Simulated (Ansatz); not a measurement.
# Energy of CdSe along an even scaling of the cell

System: CdSe (P6₃mc, 4 atoms in the cell).
Method: Kohn-Sham DFT of a periodic cell, PBE, all-electron LAPW, scalar-relativistic, no spin polarisation (Ansatz 0.2.0).

The 7 runs differ only in the geometry, by an even scaling of the cell at fixed fractional positions. The structure derives from an entry of the Crystallography Open Database.

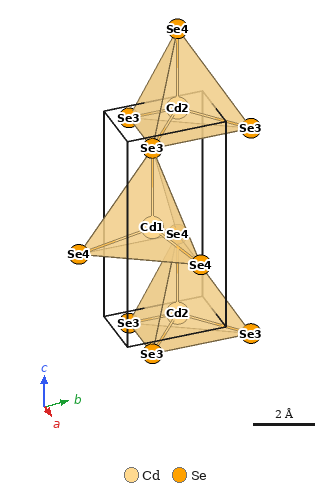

Figure 1. The structure of run 4 (polyhedral view of the cell of the calculation, seen slightly off an axis; polyhedra are completed across the faces of the cell; atoms are numbered from 1 in the order of the input).

### Input of run 4
```yaml
crystal:
  lattice:
    - [4.3, 0.0, 0.0]
    - [-2.15, 3.7239092363, 0.0]
    - [0.0, 0.0, 7.02]
  atoms:
    - { symbol: Cd, position: [0.6666666667, 0.3333333333, 0.5] }
    - { symbol: Cd, position: [0.3333333333, 0.6666666667, 0.0] }
    - { symbol: Se, position: [0.6666666667, 0.3333333333, 0.885] }
    - { symbol: Se, position: [0.3333333333, 0.6666666667, 0.385] }
kpoints:
  mp_grid: { grid: [7, 7, 4] }
scf:
  occupations: { method: fermi_dirac, width: 0.05 }
hamiltonian:
  xc: pbe
  pseudopotentials: { kind: all_electron, lapw: { basis_error: 0.001 } }
output:
  forces: true
  stress: true
  eigenvalues: true
```

Command:
```bash
ansatz run input.yaml --threads 2 --pin off --max-ram 6144MiB --backend cpu --events-out ev --progress --plain --runs-dir out
```

Lattice vectors (Å) and fractional positions of run 4:
```
   4.300000    0.000000    0.000000
  -2.150000    3.723909    0.000000
   0.000000    0.000000    7.020000
Cd  0.666667  0.333333  0.500000
Cd  0.333333  0.666667  0.000000
Se  0.666667  0.333333  0.885000
Se  0.333333  0.666667  0.385000
```

Run 3 differs from it as follows:
```diff
-    - [4.3, 0.0, 0.0]
-    - [-2.15, 3.7239092363, 0.0]
-    - [0.0, 0.0, 7.02]
+    - [4.27114007, 0.0, 0.0]
+    - [-2.135570035, 3.6989158038, 0.0]
+    - [0.0, 0.0, 6.9728844864]
```

### Results, with one run withheld

```csv
run,volume per atom (Å³),"free energy per atom, from the lowest run given (meV)",pressure (GPa),gap on the mesh (eV)
1,26.416,67.77,7.16,0.83
2,26.978,45.40,5.63,0.79
3,27.540,?,?,?
4,28.102,15.36,3.03,0.70
5,28.665,6.69,1.93,0.66
6,29.227,1.70,0.94,0.62
7,29.789,0.00,0.05,0.57
```

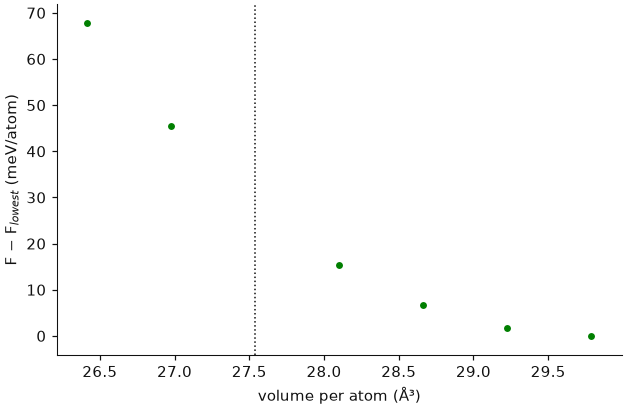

Figure 2. Free energy per atom of the runs given; the dotted line marks run 3.

Estimate the energy of run 3 from the others.

A cubic polynomial in V^(−2/3) (the Birch–Murnaghan form), fitted to the 6 runs given, misses them by under 0.01 meV per atom. With x = V^(−2/3) − 0.10805 Å⁻², it reads F = 14.369 + 7123.3 x + 8.9388e+05 x² + 2.795e+06 x³ (meV per atom). At run 3 it gives 28.10 meV per atom, and the run itself gives 28.10. The slope of the fit gives a pressure −dF/dV of 4.26 GPa there, and the run prints 4.26 GPa. The fit has no minimum inside this range. The gap on the mesh goes, without turning, from 0.83 eV in run 1 to 0.57 eV in run 7; run 3 has 0.75 eV. These are gaps of this functional on this mesh, which can miss the band edges; they aren't the measured gap.

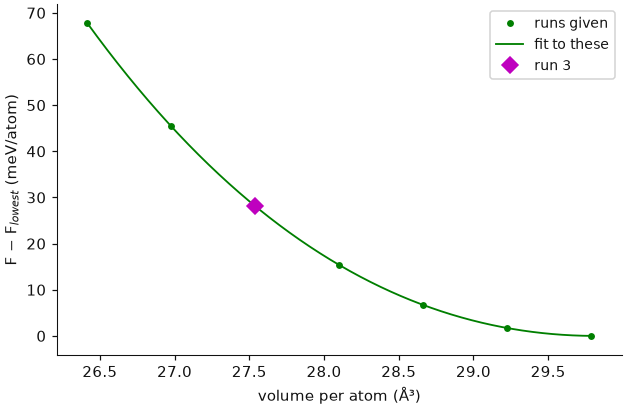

Figure 3. The fit and the withheld run.

### Output, shortened to warnings, some set-up lines, iterations and results (run 3)
```
Basis set: ecut = 283.8079534026364 eV, 1189 PW (Γ), exchange–correlation at level 2
Symmetry: 12 space group operations
k-points: 24 of 196 (time reversal used)
Initial density: superposition of atomic densities (chi_scale 0.1, normalization cell, long waves kept (reshape's long-wave potential 0.00 eV rms))
[...]
SCF iter   1: F=—  HF=-436725.358790 eV  |F-HF|=—  |Δ(HF+E_count)|=         —  Δρ=2.95e-2  dr2=2.00e0  ethr=2.27e-3  ⟨swp⟩=2.0  Hψ=7991  notcnv=0
SCF iter   2: F=—  HF=-436724.690442 eV  |F-HF|=—  |Δ(HF+E_count)|=   6.68e-1  Δρ=1.35e-2  dr2=3.95e-1  ethr=2.27e-3  ⟨swp⟩=2.0  Hψ=3865  notcnv=0
SCF iter   3: F=—  HF=-436724.620809 eV  |F-HF|=—  |Δ(HF+E_count)|=   6.96e-2  Δρ=6.76e-3  dr2=9.90e-2  ethr=4.49e-4  ⟨swp⟩=2.0  Hψ=3799  notcnv=0
SCF iter   4: F=—  HF=-436724.606284 eV  |F-HF|=—  |Δ(HF+E_count)|=   1.45e-2  Δρ=1.94e-3  dr2=5.80e-3  ethr=6.60e-6  ⟨swp⟩=2.0  Hψ=6457  notcnv=0
SCF iter   5: F=—  HF=-436724.608216 eV  |F-HF|=—  |Δ(HF+E_count)|=   1.93e-3  Δρ=4.73e-4  dr2=2.94e-4  ethr=6.59e-6  ⟨swp⟩=2.9  Hψ=3691  notcnv=0
SCF iter   6: F=—  HF=-436724.608663 eV  |F-HF|=—  |Δ(HF+E_count)|=   4.47e-4  Δρ=2.28e-4  dr2=9.97e-5  ethr=3.34e-7  ⟨swp⟩=3.0  Hψ=3762  notcnv=0
SCF iter   7: F=—  HF=-436724.608845 eV  |F-HF|=—  |Δ(HF+E_count)|=   1.82e-4  Δρ=9.94e-5  dr2=2.12e-5  ethr=1.13e-7  ⟨swp⟩=3.0  Hψ=3817  notcnv=0
SCF iter   8: F=—  HF=-436724.608917 eV  |F-HF|=—  |Δ(HF+E_count)|=   7.19e-5  Δρ=2.24e-5  dr2=1.08e-6  ethr=2.41e-8  ⟨swp⟩=3.0  Hψ=3962  notcnv=0
SCF iter   9: F=—  HF=-436724.608919 eV  |F-HF|=—  |Δ(HF+E_count)|=   1.90e-6  Δρ=6.91e-6  dr2=9.29e-8  ethr=1.23e-9  ⟨swp⟩=3.0  Hψ=3928  notcnv=0
SCF iter  10: F=-436724.608919 eV  HF=-436724.608919 eV  |F-HF|=1.55e-8  |Δ(HF+E_count)|=   4.93e-8  Δρ=2.56e-6  dr2=8.77e-9  ethr=1.06e-10  ⟨swp⟩=3.0  Hψ=3984  notcnv=0
SCF 1 converged in 10 iterations: F = -436724.608919 eV  dr2 = 8.77e-9
SCF converged after 10 iterations
Free energy (F): -436724.608919 eV
Harris-Foulkes:  -436724.608919 eV  (|F-HF|=1.55e-8)
Internal energy: -436724.608909 eV  (E = F + TS)
E sigma→0 (E₀):  -436724.608914 eV
Entropy (-TS):   -0.000010 eV (-0.002 meV/atom)
Fermi energy:    8.886132 eV
--- Per-component energies (eV) ---
  E_band       = -4160.895857
  E_kinetic    = 454347.867407
  E_xc         = -13212.797539
  E_electrostatic = -877859.678777  (all electrons and nuclei)
  E_smearing   = -0.000010  (= −TS)
  E_closure    = 0.000000  (closes the sum)
  E_atoms      = -436713.737228  (free atoms, spherical and without spin; not in F)
  Σ components = -436724.608919   (vs F -436724.608919, Δ=0.00e0)
  Basis errors (estimates in eV, not in F): energy 4.4e-4 per atom: plane waves 4.1e-4 (2.4e-4 summed), levels above the bands 4.5e-76, relativity 5.4e-8, radial functions 3.6e-5, core shells 1.2e-6; eigenvalues (radial functions only) 1.2e-6; not estimated: angular momenta, meshes, grids; target …
--- Forces (eV/Å), atoms counted from 1 ---
  atom   1  Cd     0.00000000    -0.00000000     0.30362181
  atom   2  Cd    -0.00000000     0.00000000     0.30362181
  atom   3  Se     0.00000000    -0.00000000    -0.30363268
  atom   4  Se    -0.00000000     0.00000000    -0.30363268
  max |Σ_I F_I| component: 2.18e-5 eV/Å
--- Stress (GPa, compression-positive) ---
        5.028651      -0.000000      -0.000000
       -0.000000       5.028651       0.000000
       -0.000000       0.000000       2.731394
  P = ⅓ Tr σ = 4.2629 GPa (42.629 kbar)
```
